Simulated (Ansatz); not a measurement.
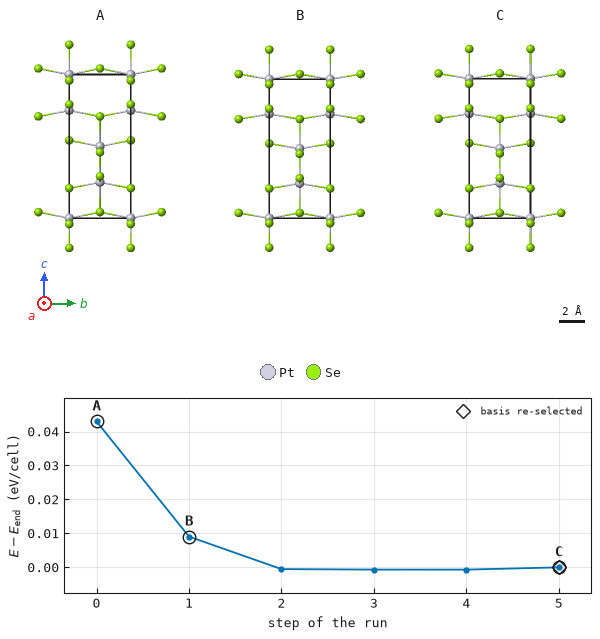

Frames of a relaxation of crystalline PtSe2 (built on the anatase type), marked on the history of the run. The picture is a ball-and-stick view of the conventional cell (2 times the calculation's cell), seen along the a axis. Lengths and directions refer to the drawn axes.

Theory: DFT, r2SCAN, plane waves, PAW (Ansatz). Settings: plane-wave cutoff 500 eV; k-point mesh 6 × 6 × 6; occupations fermi dirac; smearing width 0.02 eV; no spin polarisation; cell and atoms relaxed; force threshold 0.005 eV/Å.

Question: What happens along the run?

Answer: After 4 accepted moves (5 points after the start) the energy has fallen by 43.0 meV per cell of the calculation. The largest force component goes from 0.04 to under 0.0001 eV/Å. Pressure: −2.21 GPa at the start and 0.00 GPa at the end. The SCF was repeated once at an unchanged geometry on a basis and grid sized afresh for the cell, which shifted the energy by 0.7 meV per cell of the calculation at most. The largest moves relative to the cell, 0.054 Å, are those of Se atoms. Pt stays in place. The volume changes by −3.8 %, with a = b 5.080 → 5.055 Å (−0.5 %), c 11.842 → 11.504 Å (−2.9 %). Some distances before and after: Pt–Se 2.588 → 2.564 Å, Pt–Se 2.464 → 2.448 Å. Bond angles that change, for instance: Se–Pt–Se 157.9° → 160.8°, Pt–Se–Pt 157.9° → 160.8°. The space group stays I4_1/amd (No. 141). From step 0 to 1: Se atoms move most (0.06 Å), volume −5.3 %, energy −33.9 meV per cell of the calculation. From step 1 to 5: volume +1.6 %, energy −9.1 meV per cell of the calculation.
